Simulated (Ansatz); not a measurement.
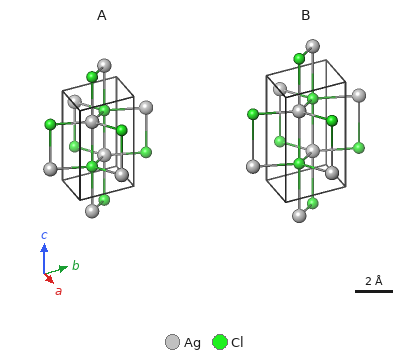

Two geometries of solid AgCl (built on the h-MgO (five-fold) type), drawn at one scale. One is the start of a relaxation, the other its converged end. The picture is a ball-and-stick view of the cell of the calculation, seen slightly off an axis.

Method: Ansatz, DFT, PBE, plane waves, PAW. (plane-wave cutoff 420 eV; k-point mesh 6 × 6 × 4; occupations fermi dirac; smearing width 0.02 eV; no spin polarisation; cell and atoms relaxed; force threshold 0.005 eV/Å)

**Which of the two is the end point?**

Structure B is the relaxed one. After 9 accepted moves (11 points after the start) the energy has fallen by 495 meV per atom. All forces vanish by symmetry, so only the cell relaxes. Pressure: 29.15 GPa at the start and −0.01 GPa at the end. The SCF was repeated twice at an unchanged geometry on a basis and grid sized afresh for the cell, which shifted the energy by 6.5 meV per atom at most. The atoms keep their places relative to the cell (all moves are under 0.005 Å). The drawn cell changes as follows: a = b 4.083 → 4.515 Å (+10.6 %), c 5.103 → 5.975 Å (+17.1 %); the volume changes by +43.2 %. Some distances before and after: Ag–Cl 2.552 → 2.988 Å, Ag–Cl 2.357 → 2.607 Å. The space group stays P6_3/mmc (No. 194). The run took roughly 50 core-seconds on a shared host.
